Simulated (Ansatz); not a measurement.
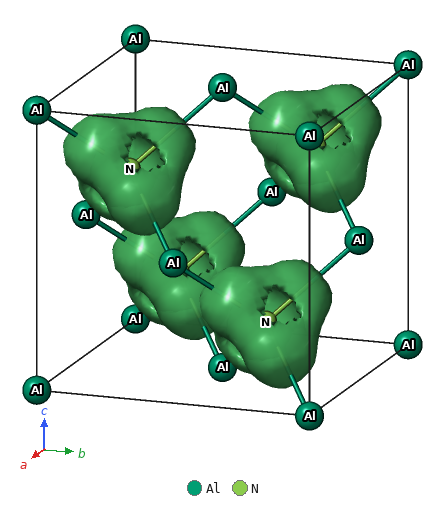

Figure 1: AlN. Isosurface of the electron localisation function at 0.8 (green), seen slightly off an axis. Only the valence region is drawn (cores and ρ < 0.01 e/Å³ removed). Sticks mark near contacts.

Space group F-43m; a structure from a database of computed crystals, not necessarily the ambient phase.

All numbers below come from Ansatz 0.2.0, DFT r2SCAN, scalar-relativistic, plane waves, PAW.

Input

```
crystal:
  lattice:
    - [0.0, 2.1839935596, 2.1839935596]
    - [2.1839935596, 0.0, 2.1839935596]
    - [2.1839935596, 2.1839935596, 0.0]
  atoms:
    - { symbol: Al, position: [0.0, 0.0, 0.0] }
    - { symbol: "N", position: [0.75, 0.75, 0.75] }
basis:
  ecutwfc: 500
kpoints:
  mp_grid: { grid: [10, 10, 10] }
hamiltonian:
  xc: r2scan
scf:
  occupations: { method: gaussian, width: 0.05 }
output:
  forces: true
  stress: true
  eigenvalues: true
  write_density: true
  write_potential: true
  elf: true
  volumetric_format: npy
```

Launched as:

```sh
ansatz run input.yaml --threads 1 --pin off --max-ram 2560MiB --backend cpu --events-out ev --progress --plain --runs-dir out
```

Below, planes, directions and counts refer to the conventional cell (a = 4.37 Å, b = 4.37 Å, c = 4.37 Å, α = 90.00°, β = 90.00°, γ = 90.00°).

What do the ELF domains correspond to?

The surface consists of four regions on N in which the atom's valence shell and bonds are merged, counted in one cell of 8 atoms. Regions shared between cells count once. Profiles from the grid: Al–N (1.89 Å): the ELF peaks at about 0.90 in the valence shell of N, 0.8 Å from its nucleus, and is about 0.85 at the midpoint.

Does the calculation give a band gap?

It is gapped, with a Kohn–Sham gap of 3.9 eV on the k-point mesh (the band edges may lie off the mesh, which would make the gap smaller).
